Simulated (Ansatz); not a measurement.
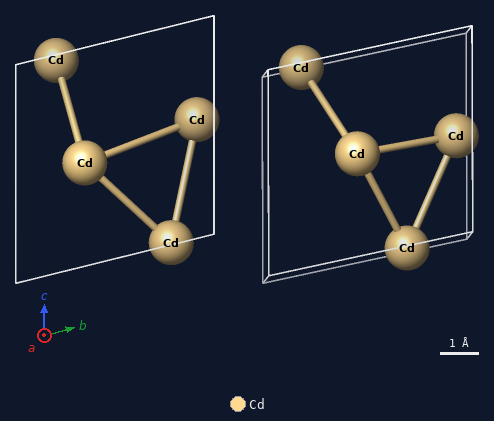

Two geometries of a crystal of Cd (a generated structure, set up in P1) (coarse preliminary run), drawn at one scale. One is the start of a relaxation, the other its converged end. A ball-and-stick model of the cell of the calculation, seen along the a axis.

Method: DFT PBE, scalar-relativistic, plane waves, PAW (Ansatz). Set-up: plane-wave cutoff 420 eV; k-point mesh 8 × 4 × 4; occupations gaussian; smearing width 0.2 eV; no spin polarisation; cell and atoms relaxed; force threshold 0.025 eV/Å; at most 60 steps.

> Which one is relaxed?

The right one is the relaxed one. The largest move relative to the cell is that of a Cd atom, 0.61 Å along [2 3 1]. The drawn cell changes as follows: a 3.069 → 3.185 Å (+3.8 %), b 5.384 → 5.513 Å (+2.4 %), c 5.796 → 5.521 Å (−4.7 %), α 76.2° → 77.7°, β 84.3° → 76.4°, γ 90.6° → 83.5°; the volume changes by −0.7 %. Some distances before and after: Cd–Cd 4.324 → 3.229 Å, Cd–Cd 2.641 → 3.343 Å, Cd–Cd 3.947 → 3.350 Å, Cd–Cd 2.749 → 3.334 Å. The space group stays P1 (No. 1). After 8 accepted moves (9 points after the start) the energy has fallen by 220 meV per atom. Largest force component: 1.7 eV/Å at the start, 0.012 eV/Å at the end. Pressure: 5.21 GPa at the start and 0.00 GPa at the end. At 1 point the geometry stayed and the basis and grid were re-selected for the new cell (energy shift of 0.1 meV per atom at most each time). The run took 110 s on 1 thread of Intel(R) Xeon(R) 6975P-C (Granite Rapids) (shared host), peak memory 0.5 GiB.
